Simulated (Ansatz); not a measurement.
**Single-point calculation, with input and output: Ga32As22P10 (part 2 of 2)**

Ga32As22P10 (P1, 64 atoms in the cell); DFT, HSE06, PAW, plane waves (Ansatz 0.2.0); cutoff 420 eV, 1×1×1 k-mesh, Fermi–Dirac smearing of 0.01 eV. The structure was built on a prototype by a generator; it need not be a known phase.

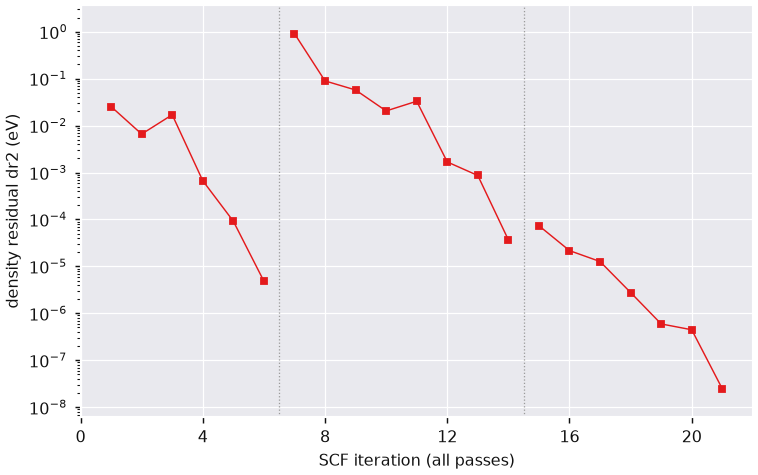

Figure 1. Convergence of the self-consistent field: density residual dr2 against the SCF iteration. The run starts with a semilocal functional; after that each stretch between dotted lines is one SCF of the hybrid functional between two exact rebuilds of the exchange operator by the outer loop. Early passes are stopped at a loose threshold. The passes take 6, 8 and 7 iterations.

```
hybrid outer 2: dexx = +3.728e-5 eV, tail = 7.01e-7 eV, Δε = 3.31e-3 eV (about 1.01e-4 eV left of the loop's levels), ΔF = 6.64e-3 eV/Å (tail 9.05e-4)
NSCF: frozen V_eff on 1 k-points
hybrid SCF converged: 2 outer / 15 inner (+6 warm-up), last move |dexx| = 3.73e-5 eV, tail = 7.01e-7 eV
Stability not checked: this state was not tested for a lower state beside it, because the functional holds exact exchange (a hybrid, or Hartree-Fock), whose exchange loop this test does not read (fock_operator; see scf.lower_state_search)
Free energy (F): -235516.028056 eV
Harris-Foulkes:  -235516.028056 eV  (|F-HF|=1.66e-8)
Internal energy: -235516.028056 eV  (E = F + TS)
E sigma→0 (E₀):  -235516.028056 eV
Fermi energy:    8.362598 eV
--- Per-component energies (eV) ---
  E_band       = -9511.019602
  E_kinetic    = 6652.375482
  E_local      = -112484.340621  (includes V_loc(G=0)·N_el)
  E_nonlocal   = -773.240071
  E_hartree    = 55870.677395
  E_xc         = -3679.588810
  E_vxc        = -3374.837280  (∫ρ·V_xc dr)
  E_exx        = -2970.028138  (= α·E_x^exact, valence–valence)
  E_paw        = -107733.900909  (= ΣΔE_a)
  E_vpaw       = -5332.268115  (= ΣTr[D̂ρ^β])
  E_aug_tail   = -0.003489  (compensation charges beyond the density's cutoff)
  E_ewald      = -70384.088901
  E_core_change = -13.890011  (= ΣΔE_core)
  E_smearing   = -0.000000  (= −TS)
  E_closure    = 0.000018  (closes the sum)
  Σ components = -235516.028056   (vs F -235516.028056, Δ=2.91e-11)
--- Forces (eV/Å), atoms counted from 1 ---
  atom   1  Ga     0.01985763     0.01261553    -0.00109027
  atom   2  Ga    -0.01463657     0.01149912     0.01882925
  atom   3  Ga    -0.00786512    -0.00986111    -0.02758162
  atom   4  Ga    -0.01648036     0.01048955     0.00890345
  atom   5  Ga     0.00474899     0.00450861    -0.00729425
  atom   6  Ga    -0.00767477     0.00937237     0.01755179
  atom   7  Ga     0.01521022     0.01294926    -0.01067535
  atom   8  Ga     0.01215049    -0.00730307     0.02171651
  atom   9  Ga    -0.01408372    -0.01214471    -0.01145818
  atom  10  Ga     0.02037602    -0.01156976     0.02201671
  atom  11  Ga     0.01433083     0.01649458    -0.02354860
  atom  12  Ga     0.00642693     0.00631964     0.01641450
  atom  13  Ga    -0.01882716    -0.00920557    -0.00653493
  atom  14  Ga    -0.00433744     0.00158269     0.00249223
  atom  15  Ga    -0.02018106    -0.00737079    -0.01966561
  atom  16  Ga     0.00367362    -0.00732259     0.01014193
  atom  17  Ga     0.01854656     0.00946401    -0.00935575
  atom  18  Ga     0.01064956    -0.00245868     0.00071359
  atom  19  Ga    -0.00234711     0.00416270    -0.00144634
  atom  20  Ga     0.01543617    -0.00781149     0.00635341
  atom  21  Ga    -0.00226120     0.02196094     0.00535257
  atom  22  Ga    -0.00926999    -0.00141441    -0.00575393
  atom  23  Ga    -0.01783230     0.00953799     0.01276950
  atom  24  Ga     0.00001482    -0.00411250     0.00400266
  atom  25  Ga    -0.00609448    -0.03193682    -0.01556286
  atom  26  Ga     0.00842218     0.01026600    -0.00116999
  atom  27  Ga    -0.01611724    -0.01826505     0.02687324
  atom  28  Ga    -0.00882608     0.01136088     0.01700771
  atom  29  Ga     0.01817123    -0.00923485     0.01183978
  atom  30  Ga     0.00181223    -0.00632767     0.00906135
  atom  31  Ga    -0.00000348     0.00411317    -0.02766176
  atom  32  Ga    -0.00114926     0.00005512    -0.00897249
  atom  33  As     0.00105851    -0.00416089     0.00099556
  atom  34  As    -0.00076204     0.00060668    -0.00358019
  atom  35  As    -0.00082196    -0.00632291     0.01934171
  atom  36  As     0.00204912     0.00862431    -0.02087321
  atom  37  As     0.00347140    -0.00220928    -0.00083952
  atom  38  As     0.01800727    -0.00122845    -0.00203435
  atom  39  As    -0.00822959    -0.00394192    -0.01354936
  atom  40  As    -0.00964346    -0.01153374     0.00857248
  atom  41  As    -0.00740043     0.01562836     0.00990035
  atom  42  As    -0.00333128     0.00105774    -0.01220674
  atom  43  As     0.01882215    -0.01949830    -0.01829633
  atom  44  As    -0.00618707     0.00029773    -0.01161528
  atom  45  As    -0.02838078    -0.00610863    -0.00294913
  atom  46  As    -0.00219027     0.00377232     0.02410663
  atom  47  As    -0.00410149     0.00658030     0.00061116
  atom  48  As     0.00726885    -0.00032184    -0.00134620
  atom  49  As    -0.00509471    -0.00720724    -0.00532286
  atom  50  As    -0.00879586    -0.00763218     0.00764268
  atom  51  As     0.00425765     0.00166164     0.00234982
  atom  52  As     0.00885530    -0.00867952    -0.01121597
  atom  53  As     0.00308705     0.02325708    -0.00552074
  atom  54  As    -0.00098837    -0.01839240     0.01298986
  atom  55  P      0.00993922     0.00409061     0.00291123
  atom  56  P     -0.01196497    -0.00288413    -0.00058251
  atom  57  P     -0.00378711    -0.00745880     0.00135954
  atom  58  P      0.01336018     0.01410783     0.01145944
  atom  59  P     -0.00037361     0.00985397     0.00028365
  atom  60  P      0.00157782    -0.00958553    -0.00825116
  atom  61  P      0.01443477    -0.00186467     0.00737655
  atom  62  P     -0.00275310     0.00265868     0.00414521
  atom  63  P     -0.01305774     0.01081349    -0.02005679
  atom  64  P      0.00982963     0.00559172    -0.01012260
  max |Σ_I F_I| component: 4.88e-5 eV/Å
--- Band table (eV) ---
  k-point 0: bands = ["-30.9343", "-30.9335", "-30.9326", "-30.9312", "-30.9307", "-30.9303", "-30.9267", "-30.9259", "-30.9247", "-30.9238", ... 268 levels left out ..., "-4.6172", "-4.6079", "-4.5986", "-4.5811", "-4.5777", "-4.5734", "-4.5664", "-4.5566", "-4.5395", "-4.5313", "-4.5119", "-4.4255", "-4.4021", "-4.3756", "-4.3739", "-3.5800", "-3.5602", "-3.5571", "-3.5159", "-3.4861", "-3.4669", "-3.4321", "-3.4230", "-3.4106", "0.0525", "0.0657", "0.0714", "0.1875", "0.2061",
      "0.2281", "0.2315", "0.2902", "0.2988", "0.3144", "0.3310", "0.3470", "0.3556", "1.3726", "1.3790", "1.3953", "1.4098", "1.4292", "1.4332", "1.4444", "1.4667", "1.4721", "1.4831", "1.4876", "1.5049", "3.2219", "3.2306", "3.2356", "3.2491", "3.2551", "3.2610", "3.5038", "3.5222", "3.5440", "3.5579", "3.6071", "3.6648", "3.6895", "3.7419", "3.7657", "3.7800", "3.7861", "3.7912", "3.8118", "3.8255",
      "3.8307", "3.8391", "3.8499", "3.8573", "3.8612", "3.8754", "3.8852", "3.8947", "3.9012", "3.9248", "4.4934", "4.5180", "4.5232", "4.5304", "4.5370", "4.5472", "5.4937", "5.5321", "5.5431", "5.5652", "5.5795", "5.5836", "5.5945", "5.6199", "5.6255", "5.6787", "5.7111", "5.7171", "5.9611", "5.9643", "5.9924", "6.0025", "6.0447", "6.0532", "6.1045", "6.1113", "6.1147", "6.1552", "6.2055", "6.2257",
      "6.2649", "6.2724", "6.2960", "6.3130", "6.3164", "6.3263", "6.3371", "6.3644", "7.4355", "7.4410", "7.4447", "9.2731", "9.4192", "9.4229", "9.4281", "9.4321", "9.5230", "9.5580", "9.5901", "9.8128", "9.8268", "9.8386", "10.1705", "10.1959", "10.2035", "10.2110", "10.2265", "10.2341", "11.0604", "11.0766", "11.0968", "11.1001", "11.1084", "11.1212", "11.1343", "11.1462", "11.1504", "11.1648", "11.1928", "11.2018",
      "11.6178", "11.6384", "11.6615", "11.6804", "11.7043", "11.7448", "12.0360", "12.0407", "12.0552", "12.7921", "12.8078", "12.8352", "12.8396", "12.8428", "12.8618", "12.8911", "12.8932", "12.9111", "12.9225", "12.9298", "12.9610", "12.9727", "12.9830", "13.0951", "13.1512", "13.1571", "13.2002", "13.2182", "13.2258", "13.8426", "13.8466", "13.8984", "13.9090", "13.9166", "13.9229", "13.9348", "13.9416", "13.9603", "13.9802", "13.9885",
      "13.9992", "14.0167", "14.0191", "14.0356", "14.0492", "14.0664", "14.0705", "14.0848", "14.0909", "14.1125", "14.1229"]
--- Löwdin populations: 64 sites ---
  site symbol       q [e]
     0     Ga     12.8793
     1     Ga     12.8857
     2     Ga     12.8841
     3     Ga     12.8809
     4     Ga     12.8856
     5     Ga     12.8791
     6     Ga     12.8809
     7     Ga     12.8843
     8     Ga     12.8832
     9     Ga     12.8832
    10     Ga     12.8850
    11     Ga     12.8784
    12     Ga     12.8784
    13     Ga     12.8849
    14     Ga     12.8834
    15     Ga     12.8834
    16     Ga     12.8874
    17     Ga     12.8823
    18     Ga     12.8747
    19     Ga     12.8841
    20     Ga     12.8785
    21     Ga     12.8810
    22     Ga     12.8873
    23     Ga     12.8824
    24     Ga     12.8829
    25     Ga     12.8817
    26     Ga     12.8810
    27     Ga     12.8830
    28     Ga     12.8830
    29     Ga     12.8815
    30     Ga     12.8815
    31     Ga     12.8830
    32     As     15.0823
    33     As     15.0789
    34     As     15.0807
    35     As     15.0769
    36     As     15.0813
    37     As     15.0781
    38     As     15.0784
    39     As     15.0804
    40     As     15.0802
    41     As     15.0795
    42     As     15.0792
    43     As     15.0801
    44     As     15.0770
    45     As     15.0787
    46     As     15.0817
    47     As     15.0833
    48     As     15.0803
    49     As     15.0806
    50     As     15.0806
    51     As     15.0797
    52     As     15.0788
    53     As     15.0776
    54      P      5.0648
    55      P      5.0613
    56      P      5.0624
    57      P      5.0612
    58      P      5.0630
    59      P      5.0641
    60      P      5.0594
    61      P      5.0642
    62      P      5.0627
    63      P      5.0609
  spilling = 0.001742 (of n_electrons = 796.000000)
```

Summary

| quantity | value |
| --- | --- |
| outcome | converged |
| space group (tolerance 0.01 Å) | P1 (1) |
| electrons treated | 796 |
| free energy | −235516.0281 eV |
| Fermi energy | 8.363 eV |
| largest force (length of the vector) | 0.036 eV/Å |
| hardware | 1 × NVIDIA GB300, 8 threads of Arm Neoverse-V2, shared host |
| wall time | 46 s (CPU time 2.9 min) |
| peak memory | 5.1 GiB |

The k-point mesh is coarse for a cell of this size, so the results may not be converged.
